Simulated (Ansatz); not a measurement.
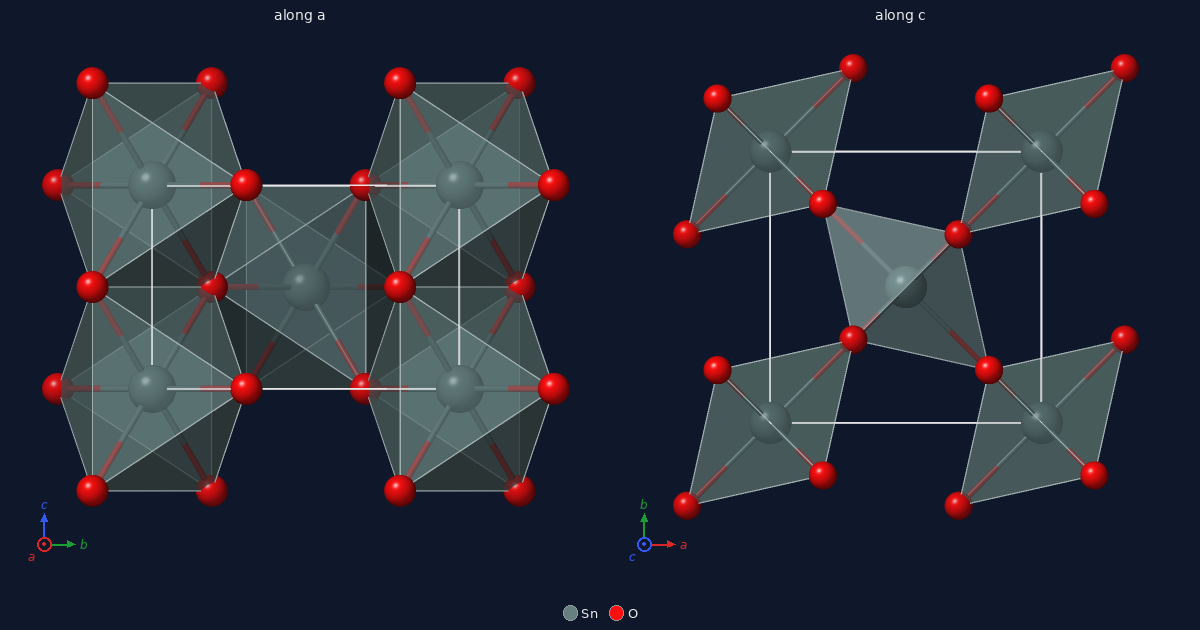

Polyhedral drawing of the structure, looking along the a axis and along the c axis. The lines enclose the simulation cell; boundary atoms appear with their images. Some atoms of the next cells are drawn as well.

The program read this input:
```yaml
crystal:
  lattice:
    - [4.8312153838, 0.0, 0.0]
    - [0.0, 4.8314584775, 0.0]
    - [0.0, 0.0, 3.2007107582]
  atoms:
    - { symbol: Sn, position: [0.5, 0.5, 0.5] }
    - { symbol: Sn, position: [0.0, 0.0, 0.0] }
    - { symbol: O, position: [0.3058623571, 0.3059582263, 0.0] }
    - { symbol: O, position: [0.8058623571, 0.1940417737, 0.5] }
    - { symbol: O, position: [0.1941376429, 0.8059582263, 0.5] }
    - { symbol: O, position: [0.6941376429, 0.6940417737, 0.0] }
basis:
  ecutwfc: 500
kpoints:
  mp_grid: { grid: [6, 6, 8] }
hamiltonian:
  xc: r2scan
scf:
  occupations: { method: gaussian, width: 0.05 }
output:
  forces: true
  stress: true
  eigenvalues: true
```
Run as:
```sh
ansatz run input.yaml --threads 2 --pin off --max-ram 5120MiB --backend cpu --events-out ev --progress --plain --runs-dir out
```

Level of theory and settings: DFT r2SCAN, scalar-relativistic, plane waves, PAW (Ansatz), 500 eV cutoff, 6×6×8 k-mesh, Gaussian smearing of 0.05 eV, no spin polarisation.

Question: What is the electronic character?

Answer: A semiconductor at this level, with a gap of 1.47 eV on the k-mesh (the true edges may lie between mesh points, so the gap can be somewhat smaller).

Question: State the hydrostatic pressure.

Answer: The computed pressure is -5.4 GPa (stretched: it would shrink). The stress isn't hydrostatic: its largest component is 6.0 GPa.

Provenance: a structure listed in the Materials Project. The cell was then strained or its atoms displaced on purpose. A calculation with Ansatz used it as input.

At this level of theory the run's own cell isn't at rest (stretched, at -5 GPa), so its distances can differ from those at equilibrium, the more so the softer the solid.
